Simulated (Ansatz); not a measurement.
# Pt on Al(111): hop by a lattice vector of the surface

Aim: the minimum-energy path and barrier of the hop by a lattice vector of the surface. The ends are relaxed first, then joined by a nudged elastic band. The slab cell is 2×2, 3 layers thick, and the adsorbate is set down on it by hand.

Program: Ansatz 0.2.0. Level of theory: DFT PBE, plane waves, PAW, scalar-relativistic, no spin polarisation. These are calculated values, not measurements.

## (1) The system as given

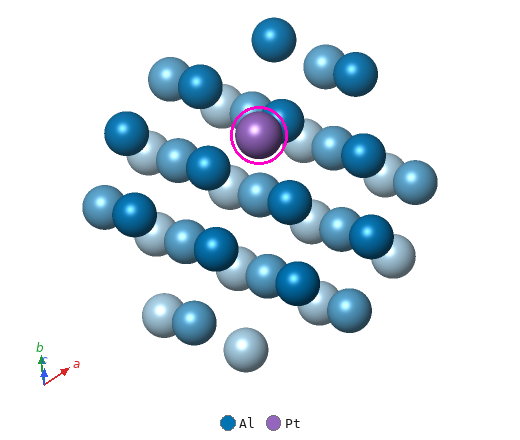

The starting structure, seen from above, slightly tilted (aluminium blue, platinum purple). Each atom of the cell is drawn once, at one copy chosen for all pictures, so bonds across the cell's faces may be missing, with copies of the slab's atoms added to fill out the patch; deeper layers are paler. Ringed: Pt13.

Coordinates:

```
Al Pt
1.0
     5.72757    0.00000    0.00000
     2.86378    4.96022    0.00000
     0.00000    0.00000   16.67654
Al Pt
12 1
Direct
  0.16667 0.16667 0.05996
  0.66667 0.16667 0.05996
  0.16667 0.66667 0.05996
  0.66667 0.66667 0.05996
  0.83333 0.33333 0.20018
  0.33333 0.33333 0.20018
  0.83333 0.83333 0.20018
  0.33333 0.83333 0.20018
  0.00000 0.00000 0.34039
  0.50000 0.00000 0.34039
  0.00000 0.50000 0.34039
  0.50000 0.50000 0.34039
  0.32750 0.84422 0.46392
```

## (2) End point A

input.yaml reads:

```yaml
crystal:
  lattice:
    - [5.727565, 0.0, 0.0]
    - [2.863782, 4.960217, 0.0]
    - [0.0, 0.0, 16.676537]
  atoms:
    - { symbol: Al, position: [0.1666667, 0.1666667, 0.0599645] }
    - { symbol: Al, position: [0.6666667, 0.1666667, 0.0599645] }
    - { symbol: Al, position: [0.1666667, 0.6666667, 0.0599645] }
    - { symbol: Al, position: [0.6666667, 0.6666667, 0.0599645] }
    - { symbol: Al, position: [-0.1666667, 0.3333333, 0.2001776] }
    - { symbol: Al, position: [0.3333333, 0.3333333, 0.2001776] }
    - { symbol: Al, position: [-0.1666667, 0.8333333, 0.2001776] }
    - { symbol: Al, position: [0.3333333, 0.8333333, 0.2001776] }
    - { symbol: Al, position: [0.0, 0.0, 0.3403906] }
    - { symbol: Al, position: [0.5, 0.0, 0.3403906] }
    - { symbol: Al, position: [0.0, 0.5, 0.3403906] }
    - { symbol: Al, position: [0.5, 0.5, 0.3403906] }
    - { symbol: Pt, position: [0.3274995, 0.8442246, 0.4639175] }
basis:
  ecutwfc: 420.0
kpoints:
  mp_grid: { grid: [3, 3, 1] }
hamiltonian:
  xc: pbe
scf:
  occupations: { method: fermi_dirac, width: 0.15 }
  lower_state_search: "off"
relax:
  f_tol: 0.03
  max_steps: 60
  adjacent_minimum: "off"
  constraints: [{ sites: [0, 1, 2, 3] }]
```

Launch:

```bash
$ ansatz run input.yaml --threads 1 --pin off --max-ram 3072MiB --backend cpu --events-out ev --progress --plain --runs-dir out
```

The log of the run, shortened:

```text
Warning: RAYON_NUM_THREADS=1 ignored (pool sized by the plan → 1); use --threads N
band count auto-derived: 42 (N_el = 54.0; filled up to band 27; 40 by the electrons, moments and atoms)
[...]
Pseudopotentials: kind: paw
Pseudopotential: Al, paw, valence charge 3, recommended cutoff 420 eV (normal), Al.paw.azcp
Pseudopotential: Pt, paw, valence charge 18, recommended cutoff 420 eV (normal), Pt.paw.azcp
Functional definition: PBE
[...]
Crystal: 13 atoms, lattice volume = 473.780 Å³
Basis set: ecut = 420 eV, 9343 PW (Γ), exchange–correlation on 80×80×240 points (8 copies of the dense FFT grid, shifted against one another)
Bands: 42, of which v1, the nominal top of the filled ones, is band 27 counted from 1 (26 counted from 0)
Symmetry: 1 space group operations
Space group: P1 (ITA 1), of the structure as read, at distance tolerance 7.8e-5 Å
k-points: 5 of 9 (time reversal used)
[...]
SCF iter   1: F=—  HF=-18970.198019 eV  |F-HF|=—  |Δ(HF+E_count)|=         —  Δρ=1.89e-3  dr2=1.06e-1  ethr=1.77e-3  ⟨swp⟩=15.0  Hψ=1368  notcnv=0
[...]
relax step   1: F+E_penalty+E_count = -18970.19151309 eV  Δ(F+E_penalty+E_count) = +0.000e0 eV  max|allowed force component| = 3.192e0 eV/Å  Δτ_max = 0.0000 Å  (6 SCF iters, dr2 threshold 2.25e-5 eV, accepted)
[...]
relax step   2: F+E_penalty+E_count = -18970.80375916 eV  Δ(F+E_penalty+E_count) = -6.122e-1 eV  max|allowed force component| = 1.586e0 eV/Å  Δτ_max = 0.1949 Å  (6 SCF iters, dr2 threshold 1.00e-4 eV, accepted)
[...]
relax step   3: F+E_penalty+E_count = -18971.04142473 eV  Δ(F+E_penalty+E_count) = -2.377e-1 eV  max|allowed force component| = 2.096e-1 eV/Å  Δτ_max = 0.1947 Å  (6 SCF iters, dr2 threshold 1.00e-4 eV, accepted)
[...]
SCF iter   2: F=—  HF=-18971.075313 eV  |F-HF|=—  |Δ(HF+E_count)|=   7.08e-2  Δρ=1.91e-3  dr2=4.20e-2  ethr=1.23e-3  ⟨swp⟩=2.2  Hψ=328  notcnv=0
```

## (3) More of the same log: end point A relaxed

The log, continued:

```text
SCF iter   3: F=—  HF=-18971.075912 eV  |F-HF|=—  |Δ(HF+E_count)|=   5.99e-4  Δρ=1.38e-3  dr2=1.35e-2  ethr=7.78e-5  ⟨swp⟩=2.0  Hψ=433  notcnv=0
SCF iter   4: F=—  HF=-18971.073297 eV  |F-HF|=—  |Δ(HF+E_count)|=   2.61e-3  Δρ=2.27e-4  dr2=6.40e-4  ethr=2.50e-5  ⟨swp⟩=2.8  Hψ=388  notcnv=0
SCF iter   5: F=—  HF=-18971.073396 eV  |F-HF|=—  |Δ(HF+E_count)|=   9.95e-5  Δρ=7.33e-5  dr2=4.63e-5  ethr=1.19e-6  ⟨swp⟩=2.8  Hψ=409  notcnv=0
SCF iter   6: F=—  HF=-18971.073393 eV  |F-HF|=—  |Δ(HF+E_count)|=   3.33e-6  Δρ=2.01e-5  dr2=4.16e-6  ethr=8.58e-8  ⟨swp⟩=2.0  Hψ=344  notcnv=0
SCF iter   7: F=-18971.073393 eV  HF=-18971.073393 eV  |F-HF|=1.22e-7  |Δ(HF+E_count)|=   5.63e-8  Δρ=6.76e-6  dr2=3.92e-7  ethr=5.09e-9  ⟨swp⟩=5.0  Hψ=703  notcnv=0
SCF 4 converged in 7 iterations: F = -18971.073393 eV  dr2 = 3.92e-7
relax step   4: F+E_penalty+E_count = -18971.07339297 eV  Δ(F+E_penalty+E_count) = -3.197e-2 eV  max|allowed force component| = 1.158e-1 eV/Å  Δτ_max = 0.1565 Å  (7 SCF iters, dr2 threshold 2.75e-6 eV, accepted)
iter 1 solved again at ethr=1.46e-4 eV; its pass at ethr=3.10e-3 eV (dr2=7.91e-2 eV) is discarded
SCF iter   1: F=—  HF=-18971.080669 eV  |F-HF|=—  |Δ(HF+E_count)|=         —  Δρ=1.93e-3  dr2=8.35e-2  ethr=1.46e-4  ⟨swp⟩=1.2  Hψ=858  notcnv=0
preconditioner: auto → LDOS  [metal: Δε(μ)=0.121 eV  Ē_g=6.268 eV  σ=0.150 eV  W_gap=0.19  n_scr=52 (ndim 8)  ℏωp=11.6 eV  f_vac=0.404  D(μ)=7.26/eV (n_scr^D=38)  β→1.0]
SCF iter   2: F=—  HF=-18971.072973 eV  |F-HF|=—  |Δ(HF+E_count)|=   7.70e-3  Δρ=5.43e-4  dr2=5.48e-3  ethr=1.46e-4  ⟨swp⟩=2.8  Hψ=305  notcnv=0
SCF iter   3: F=—  HF=-18971.073045 eV  |F-HF|=—  |Δ(HF+E_count)|=   7.28e-5  Δρ=2.76e-4  dr2=1.19e-3  ethr=1.01e-5  ⟨swp⟩=2.0  Hψ=299  notcnv=0
SCF iter   4: F=—  HF=-18971.072908 eV  |F-HF|=—  |Δ(HF+E_count)|=   1.37e-4  Δρ=7.10e-5  dr2=6.94e-5  ethr=2.21e-6  ⟨swp⟩=2.0  Hψ=309  notcnv=0
SCF iter   5: F=—  HF=-18971.072937 eV  |F-HF|=—  |Δ(HF+E_count)|=   2.92e-5  Δρ=2.81e-5  dr2=9.92e-6  ethr=1.29e-7  ⟨swp⟩=2.2  Hψ=367  notcnv=0
SCF iter   6: F=—  HF=-18971.072935 eV  |F-HF|=—  |Δ(HF+E_count)|=   2.02e-6  Δρ=6.55e-6  dr2=3.75e-7  ethr=1.84e-8  ⟨swp⟩=3.0  Hψ=426  notcnv=0
SCF iter   7: F=-18971.072935 eV  HF=-18971.072935 eV  |F-HF|=3.07e-8  |Δ(HF+E_count)|=   3.62e-8  Δρ=2.32e-6  dr2=7.34e-8  ethr=1.85e-10  ⟨swp⟩=5.0  Hψ=740  notcnv=0
SCF 5 converged in 7 iterations: F = -18971.072935 eV  dr2 = 7.34e-8
relax step   5: F+E_penalty+E_count = -18971.07293509 eV  Δ(F+E_penalty+E_count) = +4.579e-4 eV  max|allowed force component| = 1.328e-1 eV/Å  Δτ_max = 0.0943 Å  (7 SCF iters, rejected (line search))
SCF iter   1: F=—  HF=-18971.079987 eV  |F-HF|=—  |Δ(HF+E_count)|=         —  Δρ=9.23e-4  dr2=2.12e-2  ethr=4.61e-4  ⟨swp⟩=2.4  Hψ=484  notcnv=0
preconditioner: auto → LDOS  [metal: Δε(μ)=0.014 eV  Ē_g=6.261 eV  σ=0.150 eV  W_gap=0.02  n_scr=52 (ndim 8)  ℏωp=11.6 eV  f_vac=0.406  D(μ)=7.07/eV (n_scr^D=38)  β→1.0]
SCF iter   2: F=—  HF=-18971.078008 eV  |F-HF|=—  |Δ(HF+E_count)|=   1.98e-3  Δρ=2.53e-4  dr2=1.04e-3  ethr=3.93e-5  ⟨swp⟩=2.0  Hψ=297  notcnv=0
SCF iter   3: F=—  HF=-18971.078019 eV  |F-HF|=—  |Δ(HF+E_count)|=   1.13e-5  Δρ=1.12e-4  dr2=2.53e-4  ethr=1.93e-6  ⟨swp⟩=2.0  Hψ=299  notcnv=0
SCF iter   4: F=—  HF=-18971.078002 eV  |F-HF|=—  |Δ(HF+E_count)|=   1.65e-5  Δρ=2.85e-5  dr2=1.17e-5  ethr=4.69e-7  ⟨swp⟩=2.0  Hψ=275  notcnv=0
SCF iter   5: F=—  HF=-18971.078056 eV  |F-HF|=—  |Δ(HF+E_count)|=   5.37e-5  Δρ=1.06e-5  dr2=1.69e-6  ethr=2.16e-8  ⟨swp⟩=2.0  Hψ=323  notcnv=0
SCF iter   6: F=-18971.078056 eV  HF=-18971.078056 eV  |F-HF|=1.91e-8  |Δ(HF+E_count)|=   2.78e-7  Δρ=3.44e-6  dr2=8.77e-8  ethr=1.85e-10  ⟨swp⟩=4.0  Hψ=944  notcnv=0
SCF 6 converged in 6 iterations: F = -18971.078056 eV  dr2 = 8.77e-8
relax step   6: F+E_penalty+E_count = -18971.07805586 eV  Δ(F+E_penalty+E_count) = -4.663e-3 eV  max|allowed force component| = 1.119e-2 eV/Å  Δτ_max = 0.0396 Å  (6 SCF iters, accepted)
SCF converged after 6 iterations
Free energy (F): -18971.078056 eV
Harris-Foulkes:  -18971.078056 eV  (|F-HF|=1.91e-8)
Internal energy: -18970.582551 eV  (E = F + TS)
E sigma→0 (E₀):  -18970.830303 eV
Entropy (-TS):   -0.495505 eV (-38.116 meV/atom)
Fermi energy:    1.808094 eV
--- Per-component energies (eV) ---
  E_band       = -590.494707
  E_kinetic    = 905.171396
  E_local      = -9812.470208  (includes V_loc(G=0)·N_el)
  E_nonlocal   = 327.496626
  E_hartree    = 4483.299436
  E_xc         = -732.274904
  E_vxc        = -641.391846  (∫ρ·V_xc dr)
  E_paw        = -15063.723425  (= ΣΔE_a)
  E_vpaw       = -335.906151  (= ΣTr[D̂ρ^β])
  E_aug_tail   = 0.000173  (compensation charges beyond the density's cutoff)
  E_ewald      = 921.918356
  E_smearing   = -0.495505  (= −TS)
  E_closure    = 0.000000  (closes the sum)
  Σ components = -18971.078056   (vs F -18971.078056, Δ=0.00e0)
--- Forces (eV/Å), atoms counted from 1 ---
  atom   1  Al     0.00000318    -0.18639346    -0.00076519
  atom   2  Al    -0.00001294     0.00034785    -0.01922657
  atom   3  Al     0.16185050     0.09340778    -0.00138526
  atom   4  Al    -0.16186827     0.09342158    -0.00141397
  atom   5  Al    -0.00152254    -0.00095178     0.00334105
  atom   6  Al     0.00151389    -0.00094385     0.00333173
  atom   7  Al     0.00000291     0.00184336     0.00359716
  atom   8  Al     0.00000798    -0.00019676     0.00157763
  atom   9  Al     0.00851873    -0.00440743     0.00618431
  atom  10  Al    -0.00849109    -0.00438319     0.00610148
  atom  11  Al    -0.00002639     0.00025858     0.00508046
  atom  12  Al    -0.00000728     0.00895805     0.00466482
  atom  13  Pt     0.00003080    -0.00094346    -0.01119118
  max |Σ_I F_I| component: 1.04e-4 eV/Å
--- Relaxed structure (6 steps of the walk, 5 accepted, 0 SCFs on fresh bases) ---
  F+E_penalty+E_count = -18971.07805586 eV   max|allowed force component| = 1.119e-2 eV/Å
  atoms:
    - { symbol: Al, position: [0.16666669999999997, 0.1666667, 0.05996449999999998] }
    - { symbol: Al, position: [0.6666666999999998, 0.1666667, 0.05996449999999998] }
    - { symbol: Al, position: [0.16666669999999995, 0.6666666999999998, 0.05996449999999998] }
    - { symbol: Al, position: [0.6666666999999997, 0.6666666999999998, 0.05996449999999998] }
    - { symbol: Al, position: [-0.16552843335894404, 0.3346428168599928, 0.2012585774104837] }
    - { symbol: Al, position: [0.3308841876363111, 0.3346399550542679, 0.20125979409267963] }
    - { symbol: Al, position: [-0.165476743607907, 0.8309462869459264, 0.20123084100516356] }
    - { symbol: Al, position: [0.3332868798896065, 0.8334206537410167, 0.19690567982326093] }
    - { symbol: Al, position: [-0.0245784646161465, 0.012309522744898166, 0.3385347737204931] }
    - { symbol: Al, position: [0.5122621913110696, 0.01230501926934933, 0.3385393493783711] }
    - { symbol: Al, position: [-9.274162484862458e-6, 0.5000187277677339, 0.34254369817693064] }
    - { symbol: Al, position: [0.5121650715231941, 0.4756676446934804, 0.3386325456168257] }
    - { symbol: Pt, position: [0.333119335187837, 0.8337333827420798, 0.4326278156667295] }
```

It took 79 s on 1 thread of Arm Neoverse N1, shared host; peak memory 0.56 GiB.

Step by step:

```
step  energy from step 1 (eV/cell)  largest force component (eV/Å)
   1                        0.0000                          3.1915
   2                       -0.6122                          1.5864
   3                       -0.8499                          0.2096
   4                       -0.8819                          0.1158
  5x                       -0.8814                          0.1328
   6                       -0.8865                          0.0112
```

Step 1 is the start. 1 step was tried and not accepted (marked x). 4 atoms are held fixed.

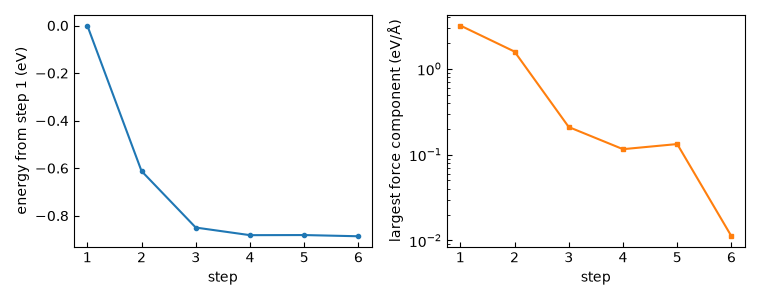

Energy and largest force along the relaxation.

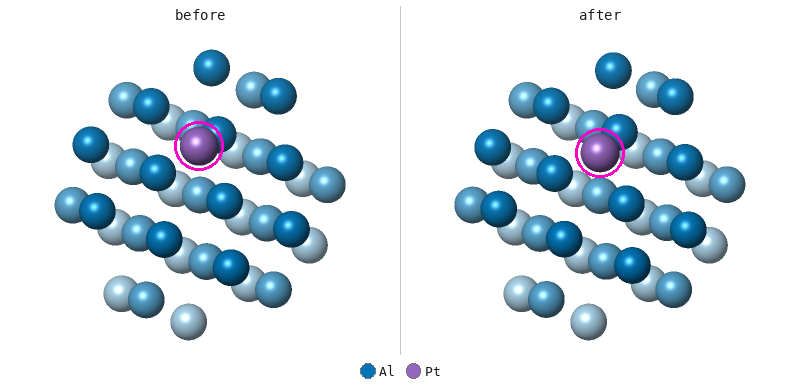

Before and after, at one scale. Each atom of the cell is drawn once, at one copy chosen for all pictures, so bonds across the cell's faces may be missing, with copies of the slab's atoms added to fill out the patch; deeper layers are paler.

The atom that moved most is Pt13, by 0.52 Å.

## (4) The band

crystal.atoms is end A as relaxed above, and neb.final_atoms is the same geometry shifted by the lattice vector, with the slab's atoms relabelled. With 5 inner images the band has 7 in all.

input.yaml reads:

```yaml
crystal:
  lattice:
    - [5.727565, 0.0, 0.0]
    - [2.863782, 4.960217, 0.0]
    - [0.0, 0.0, 16.676537]
  atoms:
    - { symbol: Al, position: [0.1666667, 0.1666667, 0.0599645] }
    - { symbol: Al, position: [0.6666667, 0.1666667, 0.0599645] }
    - { symbol: Al, position: [0.1666667, 0.6666667, 0.0599645] }
    - { symbol: Al, position: [0.6666667, 0.6666667, 0.0599645] }
    - { symbol: Al, position: [-0.16552843, 0.33464282, 0.20125858] }
    - { symbol: Al, position: [0.33088419, 0.33463996, 0.20125979] }
    - { symbol: Al, position: [-0.16547674, 0.83094629, 0.20123084] }
    - { symbol: Al, position: [0.33328688, 0.83342065, 0.19690568] }
    - { symbol: Al, position: [-0.02457846, 0.01230952, 0.33853477] }
    - { symbol: Al, position: [0.51226219, 0.01230502, 0.33853935] }
    - { symbol: Al, position: [-9.27e-06, 0.50001873, 0.3425437] }
    - { symbol: Al, position: [0.51216507, 0.47566764, 0.33863255] }
    - { symbol: Pt, position: [0.33311934, 0.83373338, 0.43262782] }
basis:
  ecutwfc: 420.0
kpoints:
  mp_grid: { grid: [3, 3, 1] }
hamiltonian:
  xc: pbe
scf:
  occupations: { method: fermi_dirac, width: 0.15 }
  lower_state_search: "off"
neb:
  images: 5
  f_tol: 0.05
  initial_path: linear
  max_iterations: 25
  spring: 1.0
  constraints: [{ sites: [0, 1, 2, 3] }]
  final_atoms:
    - { symbol: Al, position: [0.1666667, 0.1666667, 0.0599645] }
    - { symbol: Al, position: [0.6666667, 0.1666667, 0.0599645] }
    - { symbol: Al, position: [0.1666667, 0.6666667, 0.0599645] }
    - { symbol: Al, position: [0.6666667, 0.6666667, 0.0599645] }
    - { symbol: Al, position: [-0.16911582, 0.33463996, 0.20125979] }
    - { symbol: Al, position: [0.33447156, 0.33464282, 0.20125858] }
    - { symbol: Al, position: [-0.16671313, 0.83342065, 0.19690568] }
    - { symbol: Al, position: [0.33452325, 0.83094629, 0.20123084] }
    - { symbol: Al, position: [0.01226218, 0.01230502, 0.33853935] }
    - { symbol: Al, position: [0.47542153, 0.01230952, 0.33853477] }
    - { symbol: Al, position: [0.01216506, 0.47566764, 0.33863255] }
    - { symbol: Al, position: [0.49999072, 0.50001873, 0.3425437] }
    - { symbol: Pt, position: [0.83311933, 0.83373338, 0.43262782] }
  order_check: true
```

Launch:

```bash
$ ansatz run input.yaml --threads 1 --pin off --max-ram 3072MiB --backend cpu --events-out ev --progress --plain --runs-dir out
```

The log of the run, shortened:

```text
Warning: neb: disabling space-group detection — the band's intermediate images generally break the endpoint symmetry, so no spatial operation reduces the k-mesh or symmetrises the density, except that a semilocal band can use its path's symmetry ahead of convergence; time reversal is [...]
Warning: RAYON_NUM_THREADS=1 ignored (pool sized by the plan → 1); use --threads N
band count auto-derived: 46 (N_el = 54.0; filled up to band 27; 40 by the electrons, moments and atoms)
[...]
[... 4 set-up lines as earlier in the session ...]
[...]
NEB image 0
Crystal: 13 atoms, lattice volume = 473.780 Å³
Basis set: ecut = 420 eV, 9343 PW (Γ), exchange–correlation on 80×80×240 points (8 copies of the dense FFT grid, shifted against one another)
Bands: 46, of which v1, the nominal top of the filled ones, is band 27 counted from 1 (26 counted from 0)
[... 1 set-up line as earlier in the session ...]
k-points: 5 of 9 (time reversal used)
[...]
SCF iter   1: F=—  HF=-18971.097763 eV  |F-HF|=—  |Δ(HF+E_count)|=         —  Δρ=2.42e-3  dr2=1.54e-1  ethr=1.77e-3  ⟨swp⟩=9.4  Hψ=1358  notcnv=0  defer=1
[...]
NSCF: frozen V_eff on 5 k-points
NEB image 6
[...]
NSCF: frozen V_eff on 5 k-points
NEB end point (image 0): max|allowed force component| = 1.114e-2 eV/Å (the criterion of neb.relax_end_points is 1.000e-2)
NEB end point (image 6): max|allowed force component| = 1.114e-2 eV/Å (the criterion of neb.relax_end_points is 1.000e-2)
NEB image 1
[...]
SCF iter   7: F=—  HF=-18970.343540 eV  |F-HF|=—  |Δ(HF+E_count)|=   2.72e-7  Δρ=3.74e-6  dr2=2.58e-7  ethr=7.49e-9  ⟨swp⟩=2.4  Hψ=332  notcnv=0  defer=1
[...]
NEB image 2
[...]
NEB image 3
[...]
NEB image 4
NEB image 5
NEB iter   1: max|band force component| = 1.523e1 eV/Å  barrier→ = 3.7446 eV  barrier← = 3.7446 eV  Δτ_max = 0.2000 Å  (56 SCF iters)
[...]
NEB iter   7: max|band force component| = 1.910e-1 eV/Å  barrier→ = 0.1214 eV  barrier← = 0.1214 eV  CI = image 2  Δτ_max = 0.0488 Å  (33 SCF iters)
[...]
NEB iter   8: max|band force component| = 1.355e-1 eV/Å  barrier→ = 0.1178 eV  barrier← = 0.1178 eV  CI = image 2  Δτ_max = 0.0251 Å  (30 SCF iters)
NEB image 1
[...]
NEB image 2
[...]
NEB image 3
[...]
NEB image 4
```

## (5) More of the same log: band between the two ends

Output, continued, shortened:

```text
[...]
NEB image 5
[...]
NEB image 1
NSCF: frozen V_eff on 5 k-points
NEB image 3
NSCF: frozen V_eff on 5 k-points
NEB image 4
NSCF: frozen V_eff on 5 k-points
NEB image 5
NSCF: frozen V_eff on 5 k-points
NEB image 2
NSCF: frozen V_eff on 5 k-points
[...]
NEB image 2, as the band closes
[...]
NEB point 1 about image 2
[...]
NEB point 2 about image 2
[...]
NEB point 3 about image 2
[...]
NEB point 4 about image 2
[...]
NEB point 5 about image 2
[...]
NEB point 6 about image 2
[...]
NEB point 7 about image 2
[...]
NEB point 8 about image 2
[...]
NEB point 9 about image 2
[...]
NEB point 10 about image 2
[...]
NEB point 11 about image 2
[...]
NEB point 12 about image 2
[...]
NEB point 13 about image 2
[...]
NEB point 14 about image 2
[...]
NEB point 15 about image 2
[...]
NEB point between images 0 and 1
[...]
NEB point between images 1 and 2
[...]
NEB point between images 2 and 3
[...]
    - { symbol: Al, position: [0.16666669999999995, 0.6666666999999998, 0.05996449999999998] }
    - { symbol: Al, position: [0.6666666999999997, 0.6666666999999998, 0.05996449999999998] }
    - { symbol: Al, position: [-0.1552596184924517, 0.3272355597469634, 0.2056179086718707] }
    - { symbol: Al, position: [0.32942868033655465, 0.33507229665475313, 0.19596580448349366] }
    - { symbol: Al, position: [-0.15502525215276436, 0.8270873714105903, 0.20542930719998453] }
    - { symbol: Al, position: [0.33822979600701647, 0.8307333995588397, 0.19755175587135748] }
    - { symbol: Al, position: [0.01546613066282677, -0.0075736964100829324, 0.3525234005007188] }
    - { symbol: Al, position: [0.49030949799977686, 0.03718045456750749, 0.33159213526238485] }
    - { symbol: Al, position: [-0.035036995092789264, 0.5171932445803483, 0.3573113955036871] }
    - { symbol: Al, position: [0.488293921858435, 0.4734155163731799, 0.3318024692282039] }
    - { symbol: Pt, position: [0.4992153866862596, 0.7505191481514947, 0.43241494215320303] }
```

Wall time 27 min (1 thread of Arm Neoverse N1, shared host); peak memory 0.91 GiB.

(Part 1 of 2 ends here.)
